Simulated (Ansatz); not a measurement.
**Ta in Ru(0001), 2x2: scattering by a point defect**

Aim: the resistance that Ta in Ru(0001), 2x2 adds to the host.

Method: Ansatz plane-wave DFT, PBE, PAW files; ballistic transport by layer matching (Landauer), zero bias; PAW set soft_1, in the first sound run; inputs show where later runs differ, in Ansatz 0.2.0.

## Step 1: The structure

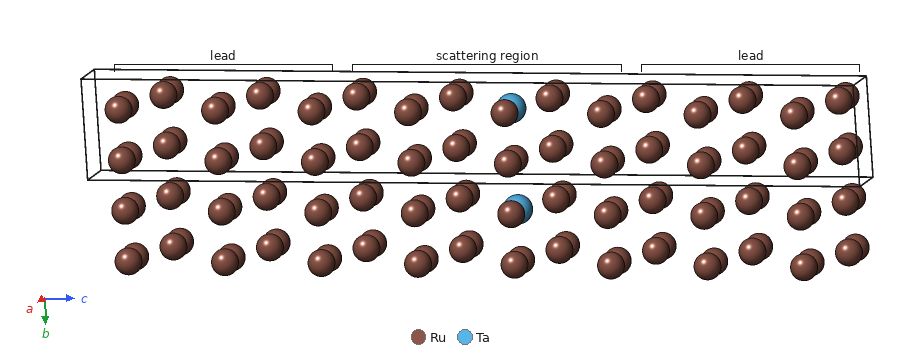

The starting structure, seen from the side, with the c axis across the page (ruthenium brown, tantalum blue). 1×2×1 cells are drawn.

The cell holds 64 atoms: 63 Ru and 1 Ta. Its edges and angles: a = 5.412 Å, b = 5.412 Å, c = 34.255 Å, α = 90.0°, β = 90.0°, γ = 120.0°. It derives from Ru. Regions: lead, 40 atoms (40 Ru); scattering region, 24 atoms (23 Ru and 1 Ta). The structure is stacked along c, and the current runs across the ab planes.

## Step 2: Transmission at ideal sites

The defect sits in one plane of the supercell, all atoms on ideal sites; the layers about the cell's end are the lead. The mesh across the current, 12×12, is finer than the density's, because channels open and close sharply across the zone. Energies from -0.1 to 0.1 eV in steps of 0.05 eV are too few for the program's thermal sum, so it prints no conductance; for a metal the transmission near the Fermi level serves, at a fraction of the cost.

input.yaml reads:

```yaml
crystal:
  lattice:
    - [5.4116, 0.0, 0.0]
    - [-2.7058, 4.6865830751, 0.0]
    - [0.0, 0.0, 34.2552]
  atoms:
    - { symbol: Ru, position: [0.1666666667, 0.3333333333, 0.03125] }
    - { symbol: Ru, position: [0.1666666667, 0.8333333333, 0.03125] }
    - { symbol: Ru, position: [0.6666666667, 0.3333333333, 0.03125] }
    - { symbol: Ru, position: [0.6666666667, 0.8333333333, 0.03125] }
    - { symbol: Ru, position: [0.3333333333, 0.1666666667, 0.09375] }
    - { symbol: Ru, position: [0.3333333333, 0.6666666667, 0.09375] }
    - { symbol: Ru, position: [0.8333333333, 0.1666666667, 0.09375] }
    - { symbol: Ru, position: [0.8333333333, 0.6666666667, 0.09375] }
    - { symbol: Ru, position: [0.1666666667, 0.3333333333, 0.15625] }
    - { symbol: Ru, position: [0.1666666667, 0.8333333333, 0.15625] }
    - { symbol: Ru, position: [0.6666666667, 0.3333333333, 0.15625] }
    - { symbol: Ru, position: [0.6666666667, 0.8333333333, 0.15625] }
    - { symbol: Ru, position: [0.3333333333, 0.1666666667, 0.21875] }
    - { symbol: Ru, position: [0.3333333333, 0.6666666667, 0.21875] }
    - { symbol: Ru, position: [0.8333333333, 0.1666666667, 0.21875] }
    - { symbol: Ru, position: [0.8333333333, 0.6666666667, 0.21875] }
    - { symbol: Ru, position: [0.1666666667, 0.3333333333, 0.28125] }
    - { symbol: Ru, position: [0.1666666667, 0.8333333333, 0.28125] }
    - { symbol: Ru, position: [0.6666666667, 0.3333333333, 0.28125] }
    - { symbol: Ru, position: [0.6666666667, 0.8333333333, 0.28125] }
    - { symbol: Ru, position: [0.3333333333, 0.1666666667, 0.34375] }
    - { symbol: Ru, position: [0.3333333333, 0.6666666667, 0.34375] }
    - { symbol: Ru, position: [0.8333333333, 0.1666666667, 0.34375] }
    - { symbol: Ru, position: [0.8333333333, 0.6666666667, 0.34375] }
    - { symbol: Ru, position: [0.1666666667, 0.3333333333, 0.40625] }
    - { symbol: Ru, position: [0.1666666667, 0.8333333333, 0.40625] }
    - { symbol: Ru, position: [0.6666666667, 0.3333333333, 0.40625] }
    - { symbol: Ru, position: [0.6666666667, 0.8333333333, 0.40625] }
    - { symbol: Ru, position: [0.3333333333, 0.1666666667, 0.46875] }
    - { symbol: Ru, position: [0.3333333333, 0.6666666667, 0.46875] }
    - { symbol: Ru, position: [0.8333333333, 0.1666666667, 0.46875] }
    - { symbol: Ru, position: [0.8333333333, 0.6666666667, 0.46875] }
    - { symbol: Ta, position: [0.1666666667, 0.3333333333, 0.53125] }
    - { symbol: Ru, position: [0.1666666667, 0.8333333333, 0.53125] }
    - { symbol: Ru, position: [0.6666666667, 0.3333333333, 0.53125] }
    - { symbol: Ru, position: [0.6666666667, 0.8333333333, 0.53125] }
    - { symbol: Ru, position: [0.3333333333, 0.1666666667, 0.59375] }
    - { symbol: Ru, position: [0.3333333333, 0.6666666667, 0.59375] }
    - { symbol: Ru, position: [0.8333333333, 0.1666666667, 0.59375] }
    - { symbol: Ru, position: [0.8333333333, 0.6666666667, 0.59375] }
    - { symbol: Ru, position: [0.1666666667, 0.3333333333, 0.65625] }
    - { symbol: Ru, position: [0.1666666667, 0.8333333333, 0.65625] }
    - { symbol: Ru, position: [0.6666666667, 0.3333333333, 0.65625] }
    - { symbol: Ru, position: [0.6666666667, 0.8333333333, 0.65625] }
    - { symbol: Ru, position: [0.3333333333, 0.1666666667, 0.71875] }
    - { symbol: Ru, position: [0.3333333333, 0.6666666667, 0.71875] }
    - { symbol: Ru, position: [0.8333333333, 0.1666666667, 0.71875] }
    - { symbol: Ru, position: [0.8333333333, 0.6666666667, 0.71875] }
    - { symbol: Ru, position: [0.1666666667, 0.3333333333, 0.78125] }
    - { symbol: Ru, position: [0.1666666667, 0.8333333333, 0.78125] }
    - { symbol: Ru, position: [0.6666666667, 0.3333333333, 0.78125] }
    - { symbol: Ru, position: [0.6666666667, 0.8333333333, 0.78125] }
    - { symbol: Ru, position: [0.3333333333, 0.1666666667, 0.84375] }
    - { symbol: Ru, position: [0.3333333333, 0.6666666667, 0.84375] }
    - { symbol: Ru, position: [0.8333333333, 0.1666666667, 0.84375] }
    - { symbol: Ru, position: [0.8333333333, 0.6666666667, 0.84375] }
    - { symbol: Ru, position: [0.1666666667, 0.3333333333, 0.90625] }
    - { symbol: Ru, position: [0.1666666667, 0.8333333333, 0.90625] }
    - { symbol: Ru, position: [0.6666666667, 0.3333333333, 0.90625] }
    - { symbol: Ru, position: [0.6666666667, 0.8333333333, 0.90625] }
    - { symbol: Ru, position: [0.3333333333, 0.1666666667, 0.96875] }
    - { symbol: Ru, position: [0.3333333333, 0.6666666667, 0.96875] }
    - { symbol: Ru, position: [0.8333333333, 0.1666666667, 0.96875] }
    - { symbol: Ru, position: [0.8333333333, 0.6666666667, 0.96875] }
kpoints:
  mp_grid: { grid: [5, 5, 1] }
hamiltonian:
  xc: pbe
  pseudopotentials: { kind: paw, azcp: { folder: soft_1 } }
scf:
  occupations: { method: fermi_dirac, width: 0.1 }
output:
  transmission: { leads: [[0, 8]], kmesh: [12, 12], e_range: [-0.1, 0.1], de: 0.05 }
  write_potential: true
  write_density: true
  volumetric_format: npy
  elf: true
```

Started as:

```sh
ansatz run input.yaml --threads 4 --pin off --max-ram 15360MiB --backend cpu --events-out ev --progress --plain --runs-dir out
```

Numbers of over 12 decimals in the logs are rounded to 6 here.

Output:

```text
Engine: ansatz 0.2.0, x86_64-unknown-linux-gnu
Pseudopotentials: kind: paw
Pseudopotential: Ru, paw, valence charge 16, recommended cutoff 420 eV (normal), soft_1/Ru.paw.azcp
Pseudopotential: Ta, paw, valence charge 13, recommended cutoff 420 eV (normal), soft_1/Ta.paw.azcp
Functional definition: PBE
  parameter kappa = 0.804
  parameter beta = 0.066725
  exchange = pbe_x(kappa = kappa, mu = beta*pi^2/3)
  correlation = pbe_c(beta = beta)
Crystal: 64 atoms, lattice volume = 868.777 Å³
Basis set: ecut = 420 eV, 16909 PW (Γ)
Bands: 613, of which v1, the nominal top of the filled ones, is band 511 counted from 1 (510 counted from 0)
Symmetry: 12 space group operations
Space group: P-6m2 (ITA 187), of the structure as read, at distance tolerance 9.5e-5 Å
k-points: 5 of 25 (time reversal used)
Non-local potential: Ru, projectors of the file, l = 0: 3, l = 1: 2, l = 2: 2, l = 3: 1
Non-local potential: Ta, projectors of the file, l = 0: 3, l = 1: 2, l = 2: 2, l = 3: 1
PAW form: soft (Blöchl's): semilocal exchange-correlation on the pseudo side does not see the compensation charge
PAW one-centre angular grid: Ru, 590 points (default); XC on 64 Gauss nodes
PAW one-centre angular grid: Ta, 590 points (default); XC on 64 Gauss nodes
Initial density: superposition of atomic densities (chi_scale 0.1, normalization cell, long waves of neutral atoms (reshape's long-wave potential 3.73 eV rms, cloud 3.16 Å wide))
Initial wavefunctions: pseudopotential atomic-orbital guess
Functional: x = pbe(κ = 0.804, μ = 0.219515), c = pbe(β = 0.066725)
SCF iter   1: F=—  HF=-380344.868381 eV  |F-HF|=—  |Δ(HF+E_count)|=         —  Δρ=1.35e-1  dr2=4.41e2  ethr=3.10e-3  ⟨swp⟩=5.0  Hψ=9961  notcnv=0
preconditioner: auto → Kerker (q_TF=auto, 2.803 Å⁻¹)  [metal: Δε(μ)=0.015 eV  Ē_g=5.271 eV  σ=0.100 eV  W_gap=0.04  n_scr=348 (ndim 8)  ℏωp=28.4 eV  f_vac=0.000  D(μ)=51.41/eV (n_scr^D=508)]
SCF iter   2: F=—  HF=-380306.128255 eV  |F-HF|=—  |Δ(HF+E_count)|=    3.87e1  Δρ=6.58e-2  dr2=1.55e2  ethr=3.10e-3  ⟨swp⟩=2.2  Hψ=5745  notcnv=0  defer=25
SCF iter   3: F=—  HF=-380294.599014 eV  |F-HF|=—  |Δ(HF+E_count)|=    1.15e1  Δρ=9.87e-3  dr2=1.39e1  ethr=3.10e-3  ⟨swp⟩=2.2  Hψ=5155  notcnv=0  defer=34
SCF iter   4: F=—  HF=-380294.448953 eV  |F-HF|=—  |Δ(HF+E_count)|=   1.50e-1  Δρ=2.09e-3  dr2=3.98e-1  ethr=1.36e-3  ⟨swp⟩=1.6  Hψ=3453  notcnv=0  defer=35
SCF iter   5: F=—  HF=-380294.446606 eV  |F-HF|=—  |Δ(HF+E_count)|=   2.35e-3  Δρ=7.01e-4  dr2=1.71e-1  ethr=3.90e-5  ⟨swp⟩=1.0  Hψ=3119  notcnv=0  defer=36
SCF iter   6: F=—  HF=-380294.444901 eV  |F-HF|=—  |Δ(HF+E_count)|=   1.70e-3  Δρ=2.09e-4  dr2=3.88e-3  ethr=1.68e-5  ⟨swp⟩=1.0  Hψ=3014  notcnv=0  defer=36
SCF iter   7: F=—  HF=-380294.444894 eV  |F-HF|=—  |Δ(HF+E_count)|=   7.51e-6  Δρ=5.44e-5  dr2=7.48e-4  ethr=3.80e-7  ⟨swp⟩=1.0  Hψ=3014  notcnv=0  defer=36
SCF iter   8: F=—  HF=-380294.444847 eV  |F-HF|=—  |Δ(HF+E_count)|=   4.72e-5  Δρ=1.25e-5  dr2=2.31e-5  ethr=7.33e-8  ⟨swp⟩=1.0  Hψ=3014  notcnv=0  defer=36
SCF iter   9: F=—  HF=-380294.447196 eV  |F-HF|=—  |Δ(HF+E_count)|=   2.35e-3  Δρ=3.71e-6  dr2=5.95e-6  ethr=2.26e-9  ⟨swp⟩=1.0  Hψ=3014  notcnv=0  defer=36
SCF iter  10: F=—  HF=-380294.447196 eV  |F-HF|=—  |Δ(HF+E_count)|=   1.73e-8  Δρ=1.07e-6  dr2=1.72e-7  ethr=5.83e-10  ⟨swp⟩=1.0  Hψ=3014  notcnv=0  defer=36
SCF iter  11: F=-380294.447196 eV  HF=-380294.447196 eV  |F-HF|=1.21e-8  |Δ(HF+E_count)|=   4.89e-9  Δρ=3.21e-7  dr2=1.24e-8  ethr=9.79e-12  ⟨swp⟩=7.6  Hψ=6546  notcnv=0
SCF 1 converged in 11 iterations: F = -380294.447196 eV  dr2 = 1.24e-8
  greatest PAW one-centre occupation: 1.000 electrons in one spin orbital (limit 2), on the Ru atom at site 33 (counted from 0), in its partial waves of l = 0
transmission: 120 of 1197 steps passed
transmission: 240 of 1197 steps passed
[...]
transmission: 1197 of 1197 steps passed
SCF converged after 11 iterations
Free energy (F): -380294.447196 eV
Harris-Foulkes:  -380294.447196 eV  (|F-HF|=1.21e-8)
Internal energy: -380292.444889 eV  (E = F + TS)
E sigma→0 (E₀):  -380293.446042 eV
Entropy (-TS):   -2.002307 eV (-31.286 meV/atom)
Fermi energy:    23.392699 eV
--- Per-component energies (eV) ---
  E_band       = -3539.441733
  E_kinetic    = 29414.841481
  E_local      = -80626.636515  (includes V_loc(G=0)·N_el)
  E_nonlocal   = 25979.457992
  E_hartree    = 26808.050428
  E_xc         = -11046.240040
  E_vxc        = -13797.853472  (∫ρ·V_xc dr)
  E_paw        = -228901.298959  (= ΣΔE_a)
  E_vpaw       = -18125.393401  (= ΣTr[D̂ρ^β])
  E_aug_tail   = 0.039431  (compensation charges beyond the density's cutoff)
  E_ewald      = -141920.658707
  E_smearing   = -2.002307  (= −TS)
  E_closure    = -0.000000  (closes the sum)
  Σ components = -380294.447196   (vs F -380294.447196, Δ=0.00e0)
--- Band table (eV; the first three rows and the last of 5) ---
  k-point 0: bands = [... 507 lower, 24.1684, 24.1684, 24.1704, 24.1728, 24.2441, 24.2441, 24.2853, 24.3336, ... 98 higher]
  k-point 1: bands = [... 507 lower, 23.6168, 23.6187, 23.8880, 23.8993, 23.9378, 23.9471, 23.9571, 23.9573, ... 98 higher]
  k-point 2: bands = [... 507 lower, 23.1088, 23.1372, 23.1431, 23.1863, 23.2399, 23.2989, 23.3189, 23.4374, ... 98 higher]
  k-point 4: bands = [... 507 lower, 23.0376, 23.0446, 23.0577, 23.1146, 23.1184, 23.2070, 23.3878, 23.4004, ... 98 higher]
--- Transmission ---
  basis      : 223 plane waves across, 63 finite elements along
  points     : 19, standing for a mesh of 12 x 12
  energies   : 5 from -0.100000 to 0.100000 eV about the Fermi level, 0.050000 eV apart; the leads are filled to 0.000000 eV, and channels, transmission and decay are at 0.000000 eV
  crystal 0  : Ru8, at the sites [0, 8], period 4.2819 Å, over 32.11 Å; its Hamiltonian steps by up to 2.2 meV
    offset         : up to 0.0000 Å between an atom of the period and one for which it stands
    channels       : 5.930556e0 a spin
    conductance    : none, the energies end too early or step too widely for 300 K: set another output.transmission.e_range or a lower de, or, where they end at an eighth of basis.ecutwfc, a higher one
  junction   : crystal 0 to crystal 0, 1.44 to 31.42 Å
    transmission   : 4.286138e0 a spin
    conductance    : none, the energies end too early or step too widely for 300 K: set another output.transmission.e_range or a lower de, or, where they end at an eighth of basis.ecutwfc, a higher one
```

Elapsed: 6.5 min, on 4 threads of Intel Xeon Platinum 8175M at 2.50GHz (Skylake/Cascade Lake), shared host; peak memory 8.1 GiB; 21 min of CPU time.

This run has no spin polarisation although its electron count is odd.

Numbers from this step:

| Quantity | Value |
| --- | --- |
| free energy | -380294.4472 eV |
| energy at zero smearing | -380293.4460 eV |
| Fermi energy | 23.39 eV |
| cell area | 25.36 Å² |
| transmission per spin nearest the Fermi level | 4.286 |
| open channels per spin nearest the Fermi level | 5.931 |
| step of the lead's potential | 2.2 meV |

Per spin. The transmission, zone mean by energy, zero at the Fermi level:

```csv
energy (eV),"transmission, zone mean"
-0.1000,4.44
-0.0500,4.39
0.0000,4.29
0.0500,4.22
0.1000,4.08
```

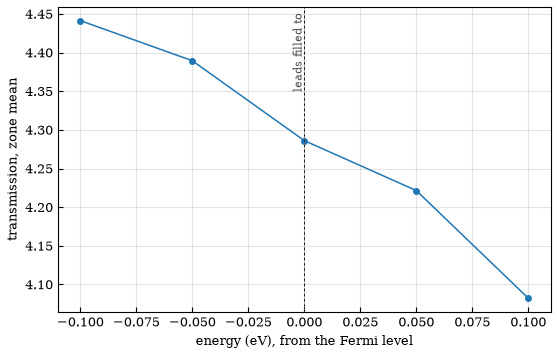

Transmission, zone mean against energy.

Per spin. Open channels, zone mean, lead against energy, zero at the Fermi level:

```csv
energy (eV),"open channels, zone mean, lead"
-0.1000,5.64
-0.0500,6.01
0.0000,5.93
0.0500,5.81
0.1000,5.22
```

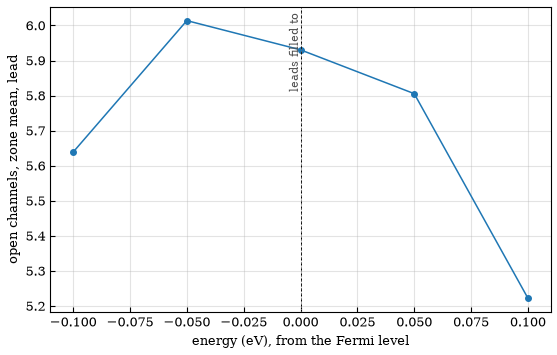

Open channels, zone mean, lead, plotted against energy.

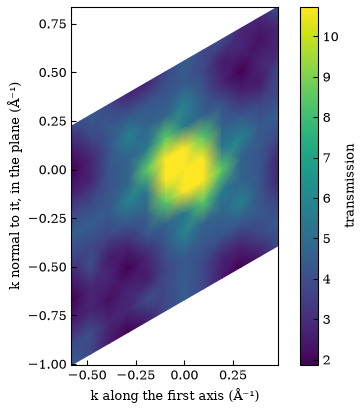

Transmission over k1 and k2. At 0.0000 eV from the Fermi level.

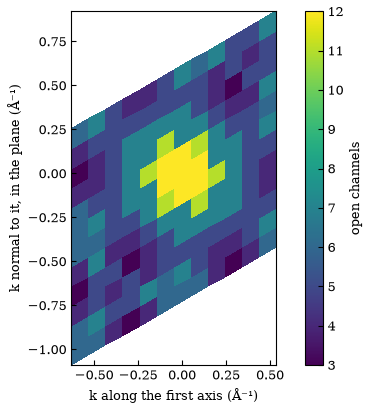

Open channels over k1 and k2. At 0.0000 eV from the Fermi level.

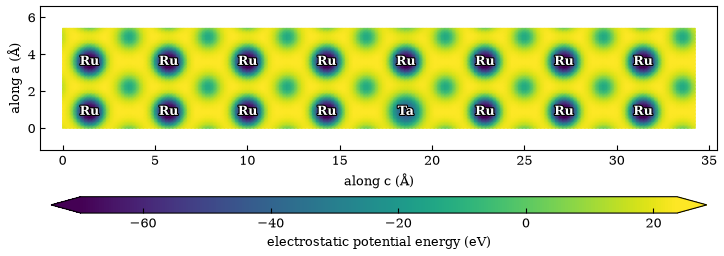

Electrostatic potential energy in the ca plane at fractional y = 0.333, with atoms of Ru and Ta within 0.2 Å of it. With pseudopotentials it is smooth inside the atoms' cores, unlike the true potential.

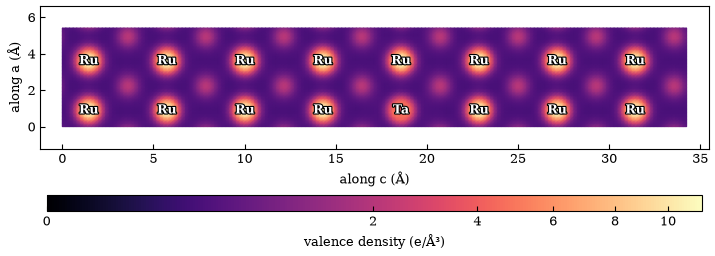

Valence density in the ca plane at fractional y = 0.333, with atoms of Ru and Ta within 0.2 Å of it. It is the smooth field of the valence electrons, not physical close to the nuclei. The colour scale is stretched toward low values.

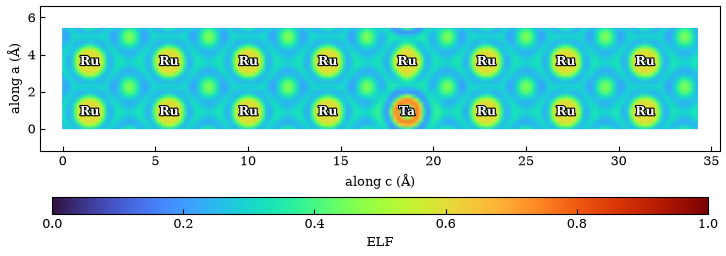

ELF in the ca plane at fractional y = 0.333, with atoms of Ru and Ta within 0.2 Å of it. It is the smooth field of the valence electrons, not physical close to the nuclei.

Over the solved energies the transmission per spin lies between 4.08 and 4.44, out of 5.72 channels of the lead on average (up to 6.01).

## Step 3: Resistance at ideal sites

This step: Ansatz plane-wave DFT, PBE, PAW files; ballistic transport by layer matching (Landauer), zero bias; area resistance of the defect plane and resistivity an atomic per cent; PAW set soft_1 (Ansatz 0.2.0).

This step gave:

```yaml
area_resistance: 0.2082 fΩ m²
t_over_the_leads_mean_channel_count: 0.7266
resistivity_per_at_scaled_from_this_dense_plane_with_the_factor_3_over_4_for_isotropic_scattering: 2.917 µΩ cm
```

Averaged over the energies near the Fermi level, 72.7 % of the channels pass, which makes 0.208 fΩ m².

By hand, with T and the leads' channels N averaged over the energies near the Fermi level: RA = A (h/2e²)(1/T − 1/N) = 25.36×10⁻²⁰ m² × 12 906 Ω × (1/4.299 − 1/5.917) = 0.208 fΩ m². Per atomic per cent: RA × A / V_atom × 0.01 × 3/4 = 2.92 µΩ cm, with the host's V_atom = 13.57 Å³.

[end of part 1 of 3]

[Logs are printed without paths, hosts, clocks, repeated set-up lines and the standing remarks that a program may print on its own settings, such as how far it seeks lower states.]

[Hosts, paths, dates, database ids (printed as entryN), source tags and the programs' standing remarks are cut or masked in the printed files.]
